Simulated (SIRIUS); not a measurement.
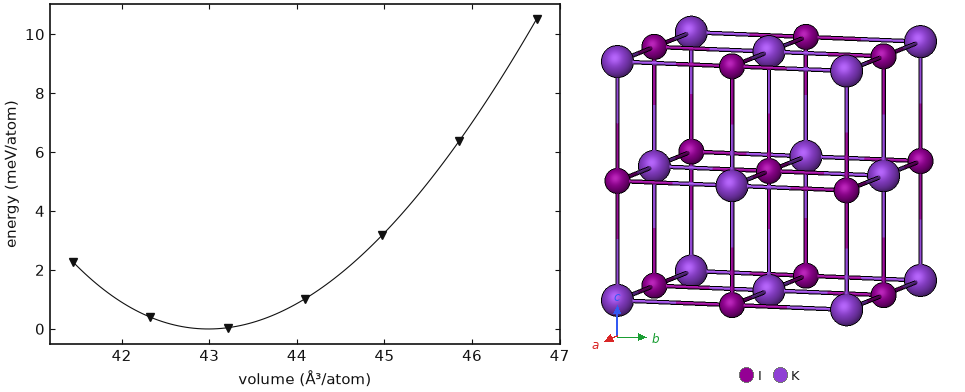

The figure shows the energy against volume for KI, space group Fm-3m (No. 225). The conventional cell is drawn beside the plot.

Structure:
```
CELL_PARAMETERS angstrom
0.00000 3.53277 3.53277
3.53277 0.00000 3.53277
3.53277 3.53277 0.00000
ATOMIC_POSITIONS crystal
I 0.50000 0.50000 0.50000
K 0.00000 0.00000 0.00000
```

Computed with SIRIUS 7.10.0: plane-wave DFT, no spin polarisation; energies at scaled volumes of the given cell, shape and fractions fixed, counted from the fit's minimum, third-order Birch-Murnaghan fit. Level: PBEsol.

k mesh 7×7×7; occupations Fermi–Dirac; smearing width 0.05 eV; potentials dojo sr pbesol 0.4.1 standard; wave cutoff 1030 eV; density cutoff 4119 eV.

From this curve and the settings, what does the calculation give for the pressure at the same points?

The pressure falls from 0.49 GPa at volume 41.45 Å³/atom to −0.83 GPa at 46.74 Å³/atom, and changes sign near 43.01 Å³/atom.

| volume (Å³/atom) | pressure (GPa) |
| --- | --- |
| 41.45 | 0.49 |
| 42.33 | 0.20 |
| 43.21 | −0.06 |
| 44.09 | −0.29 |
| 44.97 | −0.49 |
| 45.85 | −0.67 |
| 46.74 | −0.83 |
